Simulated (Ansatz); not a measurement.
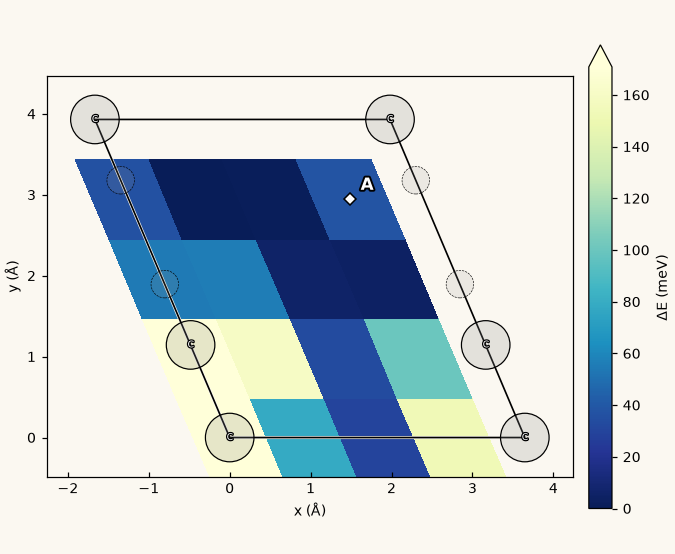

N₂ on a C(110) slab cut from the R-3m phase, its upper half relaxed before the scan (10 atoms of substrate and one adsorbate in a 1 × 1 cell). 
- N2 is moved over the surface cell at a fixed height above a rigid substrate; the origin of the map has the adsorbate above C9; the height is held at 2.70 Å.
- Places are given modulo a cell vector. The map is drawn in real space over the plane of the surface.
- Grid: 4 × 4 points.
- Energies are in meV, from the lowest grid point.
- With one adsorbate in each 1 × 1 cell, its nearest image is 3.6 Å away, so neighbouring adsorbates interact. At a fixed height the lowest place need not be the adsorption site.
- These are results of Ansatz 0.2.0, DFT PBE+D3(BJ), scalar-relativistic, plane waves, PAW, not measurements. Settings: cutoff 420 eV, k-mesh 8×7×1, gaussian smearing 0.05 eV, no spin polarisation.

In the figure: one coloured cell a grid point, labelled circles for the atoms of the top layer and small ones for the second layer, the outline of one cell of the plane, one colour for all values above the top of the scale, the point A.

### Is A at rest? If not, where is it pushed?

A, at (3/4, 3/4) of the cell vectors, is not a stationary point. The computed force is 0.12 eV/Å in the plane, pointing down in the picture (components −0.03 and −0.12 eV/Å).

PAW datasets: the set soft_1.
